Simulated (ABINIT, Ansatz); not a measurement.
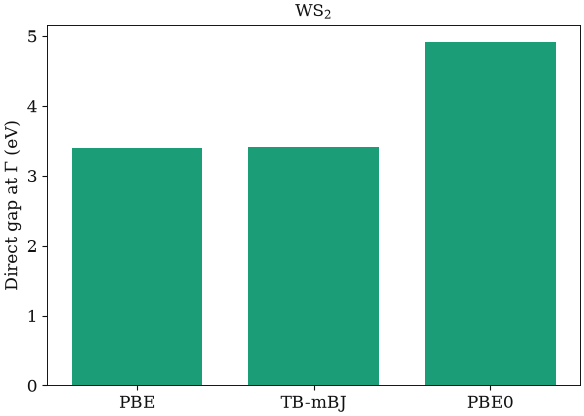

Direct gap at Γ, by several methods on one cell of WS₂, space group R3m, 3 atoms in the primitive cell; a = 3.158 Å, c = 18.490 Å (hexagonal axes). All runs are without spin-orbit coupling and carry no moments. The cell is at 5 GPa in PBE. The smallest gap is indirect or lies off these points.

| method | program | Γ (eV) |
| --- | --- | --- |
| PBE | Ansatz | 3.39 |
| TB-mBJ | ABINIT | 3.41 |
| PBE0 | Ansatz | 4.91 |

> What does HSE06 give? It was run as: HSE06, Ansatz PAW, 8×8×8 k mesh, 420 eV cutoff, Fermi-Dirac smearing of 0.05 eV (Ansatz).

HSE06 screens off the long-range part of PBE0's exact exchange, so it lies between PBE and PBE0, here 0.72 eV under PBE0 at Γ. HSE06 gives 4.19 eV at Γ, which is +0.80 eV from PBE at Γ.

> How do the methods rank at Γ?

From low to high: PBE 3.39, TB-mBJ 3.41, HSE06 4.19, PBE0 4.91 eV. Too close to rank are PBE against TB-mBJ (different programs, potentials, meshes and cutoffs).

Settings. PBE: Ansatz PAW, 10×10×10 k mesh, 420 eV cutoff, fixed occupations (Ansatz). TB-mBJ: JTH PAW LDA v2.0, 7×7×7 k mesh, 653 eV cutoff, Fermi-Dirac smearing of 0.05 eV (ABINIT 10.8.3 (patched build)). PBE0: Ansatz PAW, 6×6×6 k mesh, 420 eV cutoff, Fermi-Dirac smearing of 0.05 eV (Ansatz).

These are four of the 8 methods that were run on this cell. The runs come from different programs and meshes, which adds differences of its own. Spin-orbit coupling is left out, which matters for W. TB-mBJ, HSE06 and PBE0: the PAW data sets were made with another functional. LDA, GGA and most meta-GGA functionals understate gaps. TB-mBJ: the constant c of TB-mBJ comes from the pseudo density here, which moves gaps by up to 0.3 eV between sets of potentials. PBE0: the k mesh is thin for exact exchange. Over all k points computed the smallest gap is 1.01 eV in PBE, 1.38 eV in TB-mBJ (mesh alone), 1.54 eV in HSE06 and 2.20 eV in PBE0 (mesh alone).
